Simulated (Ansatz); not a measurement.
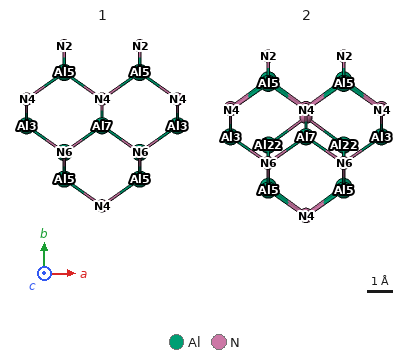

Two geometries of an interface cell of composition AlN, drawn at one scale. One is the start of a relaxation, the other its converged end. Style: ball-and-stick. Shown: the atoms within 4.2 Å of the atom that moves most (axes of the cell of the calculation), along the c axis.

Method: Ansatz 0.2.0, DFT PBE, scalar-relativistic, plane waves, PAW. Set-up: plane-wave cutoff 420 eV; k-point mesh 8 × 6 × 2; occupations gaussian; smearing width 0.05 eV; no spin polarisation; cell relaxed at fixed a, b, alpha, beta, gamma; force threshold 0.02 eV/Å; at most 45 steps.

Q: Which one is relaxed?

A: Structure 2 is the relaxed one. Case: antiphase boundary on (1 1 0), species swapped. The energy falls by 7.371 eV per cell of the calculation in 7 accepted moves (10 points after the start). Largest force component: 8.5 eV/Å at the start, 0.0025 eV/Å at the end. The pressure goes from 13.24 to 2.74 GPa. The line search rejected the trial step at point 4 of the run. The SCF was repeated twice at an unchanged geometry on a basis and grid sized afresh for the cell, which shifted the energy by 11.2 meV per cell of the calculation at most. The largest moves relative to the cell, 0.46 Å, are those of Al atoms. By element the largest moves are Al 0.46 Å, N 0.45 Å. Cell: a unchanged at 3.114 Å, b unchanged at 4.403 Å, c 18.681 → 18.929 Å (+1.3 %). Volume +1.3 %. Among the contacts that change: Al–Al 1.907 → 2.451 Å, N–N 1.907 → 1.594 Å, Al–N 1.907 → 1.984 Å, Al–N 1.907 → 1.936 Å. Among the angles between lasting bonds that change: Al–N–Al 109.5° → 103.1°, N–Al–Al 109.5° → 104.5°, N–Al–N 109.5° → 113.9°. The run took 15 min on 2 threads of Intel(R) Xeon(R) Processor @ 2.50GHz (Skylake/Cascade Lake), on a shared host, peak memory 0.95 GiB.
